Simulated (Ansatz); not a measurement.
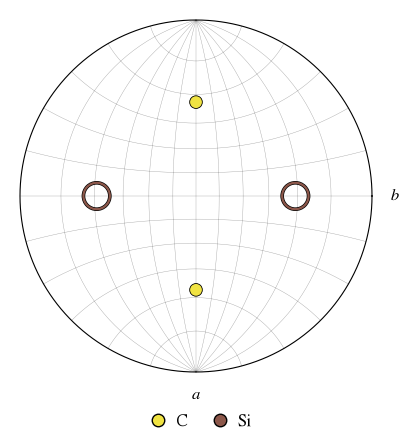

Directions from one carbon atom at (3/4, 0, 0.913) to its bonded neighbours, in stereographic projection down c (filled: above the plane of the page or in it, open: below). Crystal: SiC, coordinates from a relaxation with Ansatz, DFT, r2SCAN, plane waves, PAW; the starting structure was generated, so it need not be a known form of this composition. Symmetry computed with spglib at a tolerance of 0.002 Å; standard conventional cell.

Neighbours are counted up to 1.76 Å for C, 2.17 Å for Si.

```
CELL_PARAMETERS angstrom
2.57651 0.00000 0.00000
0.00000 3.35747 0.00000
0.00000 0.00000 4.94116
ATOMIC_POSITIONS crystal
C 0.75000 0.00000 0.91255
C 0.25000 0.00000 0.08745
Si 0.25000 0.50000 0.29243
Si 0.75000 0.50000 0.70757
```

Question: How many neighbours are there, and at what angles?

Answer: 4: 2 C at 1.55 Å, 2 Si at 1.96 Å. Angles between bonds: 107° (4×), 112° (1×), 118° (1×).

Question: What is the site's symmetry in the crystal?

Answer: Point group mm2 (C2v), order 4: one twofold axis, two mirror planes. In Pmma, No. 51 this is Wyckoff position 2e.
